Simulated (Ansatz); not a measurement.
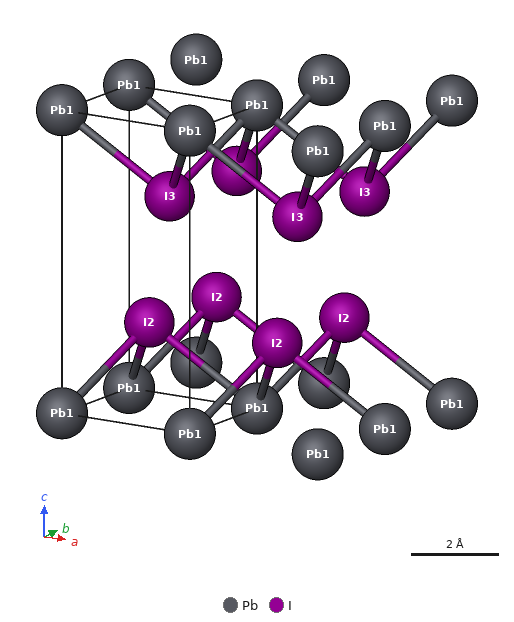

Figure 1. The structure (ball-and-stick view of the cell of the calculation, repeated 2 × 2 × 1, seen slightly off an axis; atoms are numbered from 1 in the order of the input). Near neighbours in the crystal (not all of them lie inside the picture): Pb has 6 I at 3.24 Å; I has 3 Pb at 3.24 Å.

## Two runs on PbI2

System: PbI2 (3 atoms in the cell).
Method of run 1: DFT, PBE, plane waves, PAW, no spin polarisation (Ansatz 0.2.0).

The structure was built on a prototype by a generator. The geometry comes from this level: r2scan-rvv10. Text and figures count atoms from 1; the logs count them from 0 in places.

Input file, run 1:
```yaml
crystal:
  lattice:
    - [4.5640817087, 0.0, 0.0]
    - [-2.2820408544, 3.9526107047, 0.0]
    - [0.0, 0.0, 7.0475121431]
  atoms:
    - { symbol: Pb, position: [0.0, 0.0, 0.0] }
    - { symbol: I, position: [0.3333333333, 0.6666666667, 0.2667067994] }
    - { symbol: I, position: [0.6666666667, 0.3333333333, 0.7332932006] }
kpoints:
  mp_grid: { grid: [6, 6, 4] }
  band_path:
    path:
      - [0.0, 0.0, 0.0]
      - [0.5, 0.0, 0.0]
      - [0.3333333333, 0.3333333333, 0.0]
      - [0.0, 0.0, 0.5]
      - [0.5, 0.0, 0.5]
      - [0.3333333333, 0.3333333333, 0.5]
    npoints: 1
hamiltonian:
  xc: pbe
scf:
  occupations: { method: fixed }
  n_extra_bands: 4
output:
  forces: true
  stress: true
  eigenvalues: true
```

Launched with:
```bash
ansatz run input.yaml --threads 2 --pin off --max-ram 2764MiB --backend cpu --events-out ev --progress --plain --runs-dir out
```

Hardware: 2 threads of Arm Neoverse V1, 24 GiB of memory available, shared host.

Output, shortened to warnings, some set-up lines, iterations and results (run 1):
```
Basis set: ecut = 420 eV, 2489 PW (Γ), exchange–correlation on 64×64×96 points (8 copies of the dense FFT grid, shifted against one another)
Symmetry: 12 space group operations
k-points: 24 of 144
Initial density: superposition of atomic densities (neutral atoms: chi_scale 0, normalization atom), corrected by the library's trained network
[...]
SCF iter   1: F=—  HF=-26934.202604 eV  |F-HF|=—  |Δ(HF+E_count)|=         —  Δρ=6.21e-4  dr2=3.50e-4  ethr=1.77e-3  ⟨swp⟩=5.3  Hψ=2519  notcnv=0  defer=39
SCF iter   2: F=—  HF=-26934.200916 eV  |F-HF|=—  |Δ(HF+E_count)|=   1.69e-3  Δρ=4.26e-4  dr2=1.89e-4  ethr=7.29e-7  ⟨swp⟩=3.0  Hψ=1744  notcnv=0  defer=46
SCF iter   3: F=—  HF=-26934.200955 eV  |F-HF|=—  |Δ(HF+E_count)|=   3.85e-5  Δρ=2.66e-4  dr2=5.58e-5  ethr=3.93e-7  ⟨swp⟩=2.4  Hψ=1251  notcnv=0  defer=43
SCF iter   4: F=—  HF=-26934.201046 eV  |F-HF|=—  |Δ(HF+E_count)|=   9.15e-5  Δρ=4.96e-5  dr2=2.62e-6  ethr=1.16e-7  ⟨swp⟩=2.0  Hψ=1272  notcnv=0  defer=35
SCF iter   5: F=—  HF=-26934.201052 eV  |F-HF|=—  |Δ(HF+E_count)|=   5.34e-6  Δρ=3.81e-5  dr2=1.55e-6  ethr=5.45e-9  ⟨swp⟩=2.0  Hψ=888  notcnv=0  defer=43
SCF iter   6: F=-26934.201051 eV  HF=-26934.201051 eV  |F-HF|=5.08e-9  |Δ(HF+E_count)|=   4.68e-7  Δρ=3.79e-6  dr2=2.07e-8  ethr=2.08e-10  ⟨swp⟩=9.5  Hψ=4458  notcnv=0
SCF 1 converged in 6 iterations: F = -26934.201051 eV  dr2 = 2.07e-8
NSCF: frozen V_eff on 6 k-points
SCF converged after 6 iterations
Free energy (F): -26934.201051 eV
Harris-Foulkes:  -26934.201051 eV  (|F-HF|=5.08e-9)
Internal energy: -26934.201051 eV  (E = F + TS)
E sigma→0 (E₀):  -26934.201051 eV
Fermi energy:    5.001684 eV
--- Per-component energies (eV) ---
  E_band       = -877.837532
  E_kinetic    = 663.727423
  E_local      = -5515.575576  (includes V_loc(G=0)·N_el)
  E_nonlocal   = 167.981107
  E_hartree    = 2678.806709
  E_xc         = -476.996008
  E_vxc        = -389.395679  (∫ρ·V_xc dr)
  E_paw        = -20034.799293  (= ΣΔE_a)
  E_vpaw       = -1162.185310  (= ΣTr[D̂ρ^β])
  E_aug_tail   = 0.000035  (compensation charges beyond the density's cutoff)
  E_ewald      = -4417.345446
  E_smearing   = -0.000000  (= −TS)
  E_closure    = 0.000000  (closes the sum)
  Σ components = -26934.201051   (vs F -26934.201051, Δ=0.00e0)
--- Forces (eV/Å), atoms counted from 1 ---
  atom   1  Pb     0.00000000     0.00000000    -0.00000000
  atom   2  I     -0.00000000     0.00000000     0.04669125
  atom   3  I      0.00000000    -0.00000000    -0.04669125
  max |Σ_I F_I| component: 6.94e-18 eV/Å
--- Stress (GPa, compression-positive) ---
        1.276980      -0.000000      -0.000000
       -0.000000       1.276980       0.000000
       -0.000000       0.000000       1.217228
  P = ⅓ Tr σ = 1.2571 GPa (12.571 kbar)
```

Run 2 used a changed input.

The two runs side by side:

| quantity | run 1 | run 2 |
| --- | --- | --- |
| outcome | converged | converged |
| free energy per atom (eV) | −8978.0670 | −8993.0624 |
| gap on the mesh (eV) | 2.23 | 2.63 |
| pressure (GPa) | 1.26 | 0.71 |
| largest force (eV/Å) | 0.047 | 0.008 |
| SCF iterations | 6 | 7 |
| irreducible k-points | 24 | 24 |
| plane waves at Γ | 2489 | 3235 |
| wall time (shared host) | 3.6 s | 7.9 s |

What was changed in the input?

The change (lines with − go, lines with + come):
```diff
-  xc: pbe
+  xc: r2scan
```

The total energies belong to different methods, so their difference says nothing on which is more stable or more accurate. The gap on the mesh goes from 2.23 to 2.63 eV. The pressure goes from 1.26 to 0.71 GPa. The largest force goes from 0.047 to 0.008 eV/Å. The functional changes from PBE to r2SCAN. The SCF takes 7 iterations against 6. The default cutoff goes from 420 to 500 eV with the change. The plane waves at Γ go from 2489 to 3235. On the same kind of shared host run 2 took about 2.2 times as long.

Output, shortened to warnings, some set-up lines, iterations and results (run 2):
```
Basis set: ecut = 500 eV, 3235 PW (Γ), exchange–correlation on 144×144×216 points (64 copies of the dense FFT grid, shifted against one another)
Symmetry: 12 space group operations
k-points: 24 of 144
Initial density: superposition of atomic densities (neutral atoms: chi_scale 0, normalization atom), corrected by the library's trained network
[...]
SCF iter   1: F=—  HF=-26979.184842 eV  |F-HF|=—  |Δ(HF+E_count)|=         —  Δρ=3.67e-3  dr2=1.64e-2  dr2_τ=2.50e-3  ethr=1.77e-3  ⟨swp⟩=5.0  Hψ=2668  notcnv=0  defer=40
SCF iter   2: F=—  HF=-26979.187209 eV  |F-HF|=—  |Δ(HF+E_count)|=   2.37e-3  Δρ=1.62e-3  dr2=3.37e-3  dr2_τ=8.45e-5  ethr=3.42e-5  ⟨swp⟩=2.5  Hψ=1269  notcnv=0  defer=46
SCF iter   3: F=—  HF=-26979.187059 eV  |F-HF|=—  |Δ(HF+E_count)|=   1.50e-4  Δρ=3.80e-4  dr2=1.88e-4  dr2_τ=1.48e-5  ethr=7.02e-6  ⟨swp⟩=2.4  Hψ=1312  notcnv=0  defer=46
SCF iter   4: F=—  HF=-26979.187093 eV  |F-HF|=—  |Δ(HF+E_count)|=   3.49e-5  Δρ=1.61e-4  dr2=2.78e-5  dr2_τ=1.01e-6  ethr=3.91e-7  ⟨swp⟩=2.0  Hψ=1249  notcnv=0  defer=45
SCF iter   5: F=—  HF=-26979.187115 eV  |F-HF|=—  |Δ(HF+E_count)|=   2.16e-5  Δρ=4.46e-5  dr2=2.69e-6  dr2_τ=1.13e-7  ethr=5.79e-8  ⟨swp⟩=3.0  Hψ=1254  notcnv=0  defer=33
SCF iter   6: F=—  HF=-26979.187116 eV  |F-HF|=—  |Δ(HF+E_count)|=   1.29e-6  Δρ=1.08e-5  dr2=1.29e-7  dr2_τ=7.85e-9  ethr=5.59e-9  ⟨swp⟩=3.0  Hψ=1358  notcnv=0  defer=35
SCF iter   7: F=-26979.187116 eV  HF=-26979.187116 eV  |F-HF|=1.08e-8  |Δ(HF+E_count)|=   1.02e-7  Δρ=2.67e-6  dr2=9.14e-9  dr2_τ=3.82e-10  ethr=2.08e-10  ⟨swp⟩=10.0  Hψ=3744 …
SCF 1 converged in 7 iterations: F = -26979.187116 eV  dr2 = 9.14e-9
NSCF: frozen V_eff on 6 k-points
SCF converged after 7 iterations
Free energy (F): -26979.187116 eV
Harris-Foulkes:  -26979.187116 eV  (|F-HF|=1.08e-8)
Internal energy: -26979.187116 eV  (E = F + TS)
E sigma→0 (E₀):  -26979.187116 eV
Fermi energy:    4.751273 eV
--- Per-component energies (eV) ---
  E_band       = -917.134865
  E_kinetic    = 662.676575
  E_local      = -5514.639882  (includes V_loc(G=0)·N_el)
  E_nonlocal   = 169.101253
  E_hartree    = 2677.617085
  E_xc         = -450.306445
  E_vxc        = -424.376900  (∫ρ·V_xc dr)
  E_paw        = -20107.401819  (= ΣΔE_a)
  E_vpaw       = -1192.041406  (= ΣTr[D̂ρ^β])
  E_aug_tail   = -0.000044  (compensation charges beyond the density's cutoff)
  E_vtau       = 26.910222  (kinetic-family band-sum trace: ∫τ·v_τ [+ j·A + Jᵃ·Aᵃ] dr)
  E_ewald      = -4417.345446
  E_core_change = 1.111608  (= ΣΔE_core)
  E_smearing   = -0.000000  (= −TS)
  E_closure    = 0.000000  (closes the sum)
  Σ components = -26979.187116   (vs F -26979.187116, Δ=0.00e0)
--- Forces (eV/Å), atoms counted from 1 ---
  atom   1  Pb    -0.00000000     0.00000000    -0.00000000
  atom   2  I     -0.00000000     0.00000000    -0.00789010
  atom   3  I      0.00000000    -0.00000000     0.00789010
  max |Σ_I F_I| component: 4.63e-18 eV/Å
--- Stress (GPa, compression-positive) ---
        0.719263      -0.000000      -0.000000
       -0.000000       0.719263       0.000000
       -0.000000       0.000000       0.698413
  P = ⅓ Tr σ = 0.7123 GPa (7.123 kbar)
```

For both runs: Spin–orbit coupling is left out, which matters for Pb.
